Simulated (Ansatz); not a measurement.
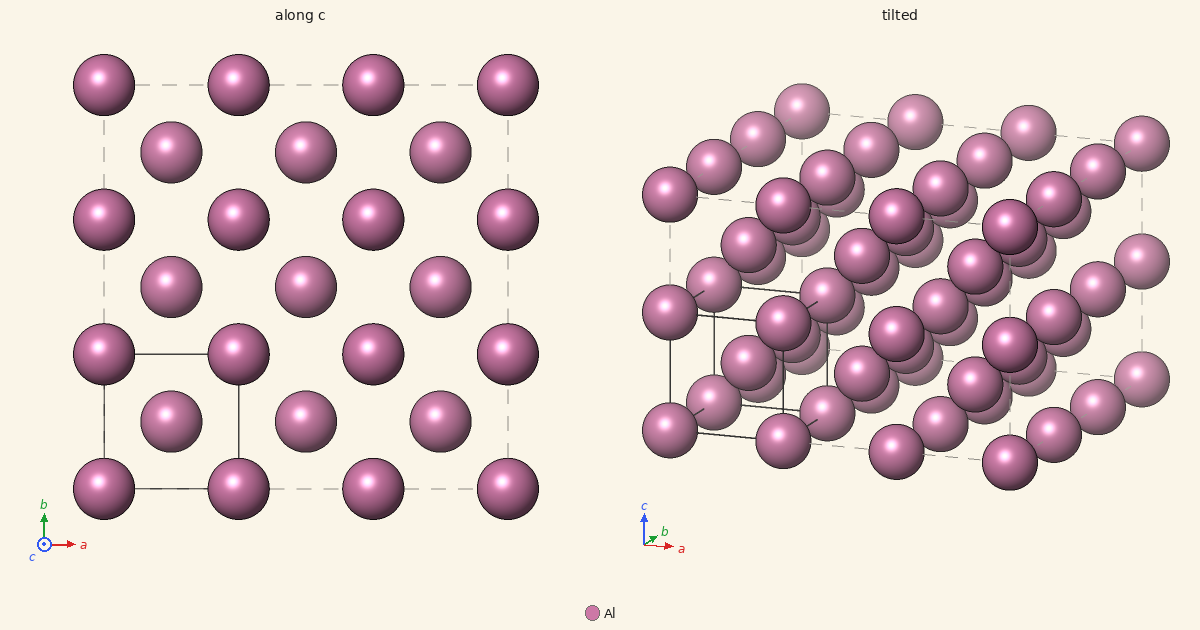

We look at a spheres-only model of the crystal along the c axis and slightly off an axis. The solid frame is a single conventional unit cell within a 3×3×2 block.

Al, space group Im-3m (No. 229), a = 3.09 Å, b = 3.09 Å, c = 3.09 Å, α = 90.00°, β = 90.00°, γ = 90.00°.

Computational set-up: DFT r2SCAN, scalar-relativistic, plane waves, PAW (Ansatz), wavefunction cutoff 500 eV, k-points about 0.14 Å⁻¹ apart, Gaussian smearing of 0.15 eV, no spin polarisation.

**What is the electronic character?**

A metal: bands cross the Fermi level.

**Under what pressure is the structure?**

The computed pressure is 9.8 GPa (compressed: it would expand).

It derives from a structure listed in the Materials Project. The cell was then strained or its atoms displaced on purpose. Ansatz was used for an electronic-structure calculation on it.

At this level of theory the run's own cell isn't at rest (compressed, at 10 GPa), so its distances can differ from those at equilibrium, the more so the softer the solid.
